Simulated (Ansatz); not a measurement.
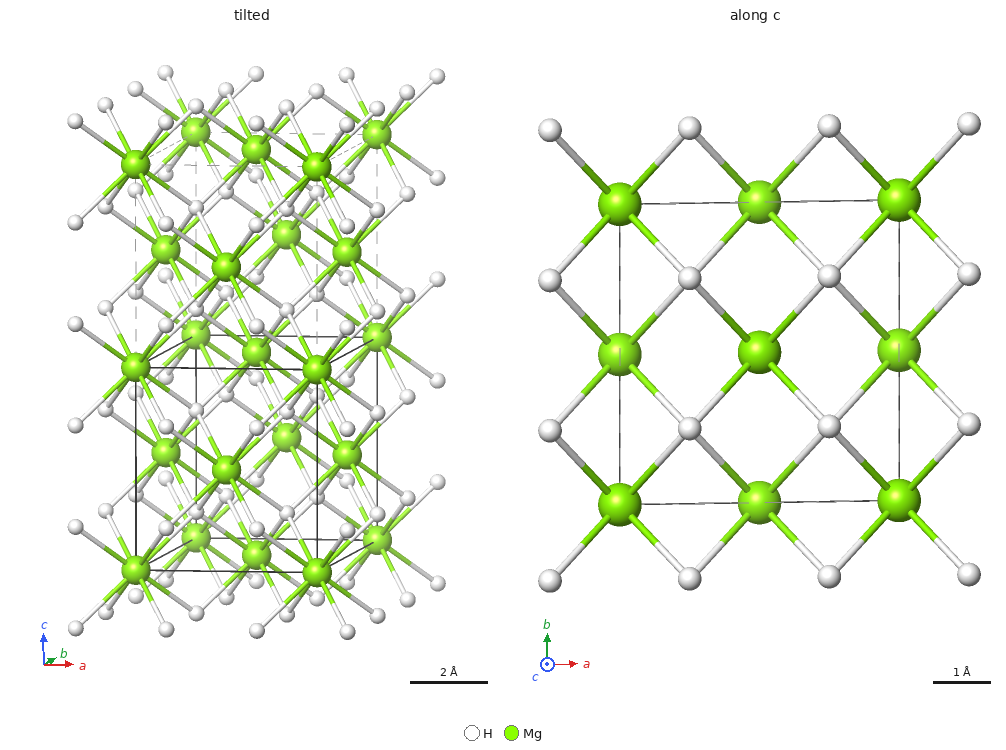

The figure gives a ball-and-stick picture of the atoms, viewed slightly off an axis and along the c axis. One drawn cell (a repeat of the simulation cell) is drawn solid; the view covers 1×1×2 cells. Some neighbours outside the box are added.

It has the composition MgH2. Strictly the space group is P-1 (No. 2, within 0.01 Å). It is a distorted form of a face-centred cubic structure, space group Fm-3m (No. 225) within 0.60 Å: fluorite (CaF₂ type). Content of the cell: 4 Mg, 8 H (Z = 4).

Its origin is a structure listed in the Materials Project. Earlier steps of the study may have refined or changed the cell and positions. It was run through Ansatz as a DFT input.

At this level of theory the cell isn't at rest (stretched, at -12 GPa), so its distances can differ from those at equilibrium, the more so the softer the solid.
